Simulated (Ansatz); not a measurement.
## A series of single points on Ta

System: Ta (Fm-3m, 1 atom in the cell).
Method: DFT PBE, scalar-relativistic, plane waves, PAW, no spin polarisation (Ansatz 0.2.0).

The 8 runs differ only in the geometry, by an even scaling of the cell at fixed fractional positions. The structure derives from an entry of the Crystallography Open Database.

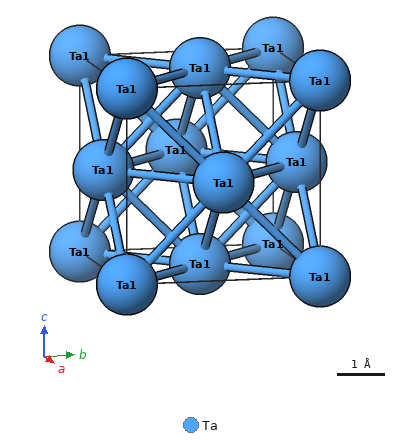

Figure 1. The structure of run 5 (ball-and-stick view of the cell 4 times as large as that of the calculation, set on its symmetry axes, seen slightly off an axis; atoms are numbered from 1 in the order of the input).

## Input of run 5
```yaml
crystal:
  lattice:
    - [0.0, 2.1162667, 2.1162667]
    - [2.1162667, 0.0, 2.1162667]
    - [2.1162667, 2.1162667, 0.0]
  atoms:
    - { symbol: Ta, position: [0.0, 0.0, 0.0] }
basis:
  ecutwfc: 420
kpoints:
  mp_grid: { grid: [18, 18, 18] }
hamiltonian:
  xc: pbe
scf:
  occupations: { method: gaussian, width: 0.1 }
output:
  forces: true
  stress: true
  eigenvalues: true
  populations: true
```

Run 3 differs from it as follows:
```diff
-    - [0.0, 2.1162667, 2.1162667]
-    - [2.1162667, 0.0, 2.1162667]
-    - [2.1162667, 2.1162667, 0.0]
+    - [0.0, 2.11, 2.11]
+    - [2.11, 0.0, 2.11]
+    - [2.11, 2.11, 0.0]
```

## Results, with one run withheld

| run | volume per atom (Å³) | free energy per atom, from the lowest run given (meV) | pressure (GPa) |
| --- | --- | --- | --- |
| 1 | 17.775 | 38.07 | 12.10 |
| 2 | 17.801 | 36.12 | 11.77 |
| 3 | 18.788 | ? | ? |
| 4 | 18.843 | 0.00 | −0.15 |
| 5 | 18.956 | 0.50 | −1.27 |
| 6 | 20.435 | 71.58 | −13.38 |
| 7 | 20.687 | 93.93 | −15.03 |
| 8 | 20.755 | 100.40 | −15.46 |

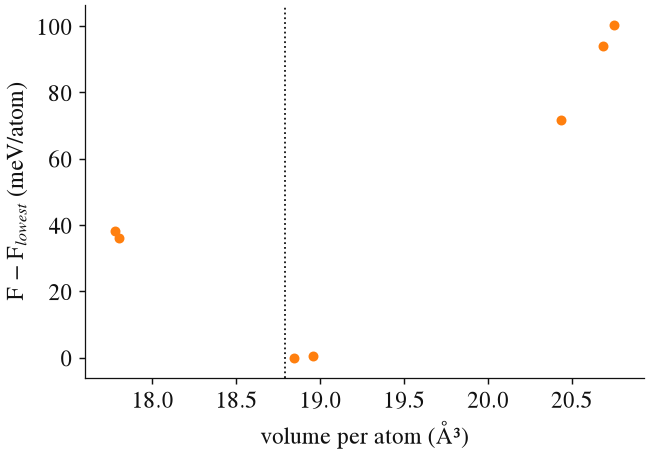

Figure 2. Free energy per atom of the runs given; the dotted line marks run 3.

Estimate the energy of run 3 from the others.

A cubic polynomial in V^(−2/3) (the Birch–Murnaghan form), fitted to the 7 runs given, misses them by at most 0.01 meV per atom. With x = V^(−2/3) − 0.13918 Å⁻², it reads F = 5.6683 − 5358.8 x + 1.266e+06 x² − 1.3302e+06 x³ (meV per atom). At run 3 it gives 0.03 meV per atom, and the run itself gives 0.04. The slope of the fit gives a pressure −dF/dV of 0.39 GPa there, and the run prints 0.41 GPa. The fit has its minimum at 18.827 Å³ per atom, where V d²F/dV² gives 190 GPa: the bulk modulus at this level, since symmetry fixes the shape and the positions.

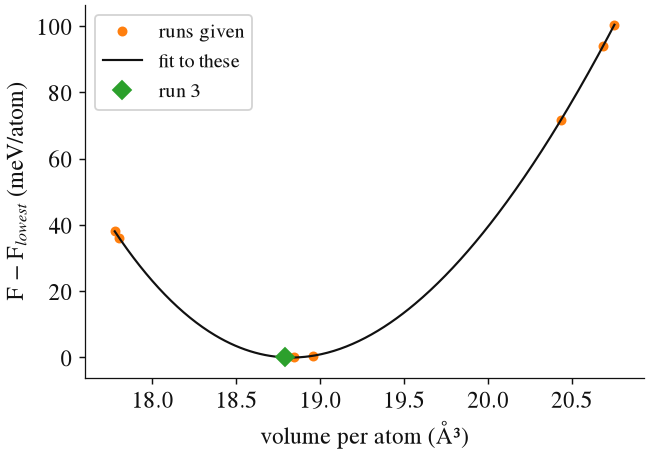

Figure 3. The fit and the withheld run.

## Output, shortened to warnings, some set-up lines, iterations and results (run 3)
```
Basis set: ecut = 420 eV, 339 PW (Γ), exchange–correlation on 40×40×40 points (8 copies of the dense FFT grid, shifted against one another)
Symmetry: 48 space group operations
k-points: 195 of 5832
Initial density: superposition of atomic densities (neutral atoms: chi_scale 0, normalization atom), corrected by the library's trained network
[...]
SCF iter   1: F=—  HF=-9932.012571 eV  |F-HF|=—  |Δ(HF+E_count)|=         —  Δρ=2.86e-3  dr2=6.38e-4  ethr=1.77e-3  ⟨swp⟩=5.2  Hψ=12035  notcnv=0
SCF iter   2: F=—  HF=-9932.012721 eV  |F-HF|=—  |Δ(HF+E_count)|=   1.49e-4  Δρ=1.55e-3  dr2=1.65e-4  ethr=4.90e-6  ⟨swp⟩=2.5  Hψ=4759  notcnv=0
SCF iter   3: F=—  HF=-9932.012848 eV  |F-HF|=—  |Δ(HF+E_count)|=   1.27e-4  Δρ=2.22e-4  dr2=4.21e-6  ethr=1.27e-6  ⟨swp⟩=2.0  Hψ=2554  notcnv=0
SCF iter   4: F=—  HF=-9932.012844 eV  |F-HF|=—  |Δ(HF+E_count)|=   3.72e-6  Δρ=7.97e-5  dr2=3.48e-7  ethr=3.24e-8  ⟨swp⟩=2.0  Hψ=3294  notcnv=0
SCF iter   5: F=-9932.012844 eV  HF=-9932.012844 eV  |F-HF|=9.20e-10  |Δ(HF+E_count)|=   1.27e-7  Δρ=9.36e-6  dr2=1.14e-8  ethr=2.68e-9  ⟨swp⟩=2.0  Hψ=3187  notcnv=0
SCF iter   6: F=-9932.012844 eV  HF=-9932.012844 eV  |F-HF|=7.80e-10  |Δ(HF+E_count)|=   2.29e-9  Δρ=5.20e-6  dr2=1.67e-9  ethr=8.79e-11  ⟨swp⟩=2.9  Hψ=7961  notcnv=0
SCF 1 converged in 6 iterations: F = -9932.012844 eV  dr2 = 1.67e-9
SCF converged after 6 iterations
Free energy (F): -9932.012844 eV
Harris-Foulkes:  -9932.012844 eV  (|F-HF|=7.80e-10)
Internal energy: -9932.006174 eV  (E = F + TS)
E sigma→0 (E₀):  -9932.009509 eV
Entropy (-TS):   -0.006670 eV (-6.670 meV/atom)
Fermi energy:    18.134892 eV
--- Per-component energies (eV) ---
  E_band       = -115.082131
  E_kinetic    = 364.828281
  E_local      = -571.245109  (includes V_loc(G=0)·N_el)
  E_nonlocal   = 14.171292
  E_hartree    = 196.605590
  E_xc         = -218.067594
  E_vxc        = -203.508420  (∫ρ·V_xc dr)
  E_paw        = -8396.326568  (= ΣΔE_a)
  E_vpaw       = -112.539395  (= ΣTr[D̂ρ^β])
  E_aug_tail   = 0.000167  (compensation charges beyond the density's cutoff)
  E_ewald      = -1321.972233
  E_smearing   = -0.006670  (= −TS)
  E_closure    = 0.000000  (closes the sum)
  Σ components = -9932.012844   (vs F -9932.012844, Δ=0.00e0)
--- Forces (eV/Å), atoms counted from 1 ---
  atom   1  Ta    -0.00000000    -0.00000000     0.00000000
  max |Σ_I F_I| component: 2.14e-31 eV/Å
--- Stress (GPa, compression-positive) ---
        0.407464      -0.000000       0.000000
       -0.000000       0.407464      -0.000000
       -0.000000       0.000000       0.407464
  P = ⅓ Tr σ = 0.4075 GPa (4.075 kbar)
--- Löwdin populations: 1 site ---
  site symbol       q [e]
     0     Ta     12.8877
  spilling = 0.008641 (of n_electrons = 13.000000)
```

Notes: Spin–orbit coupling is left out, which matters for Ta.
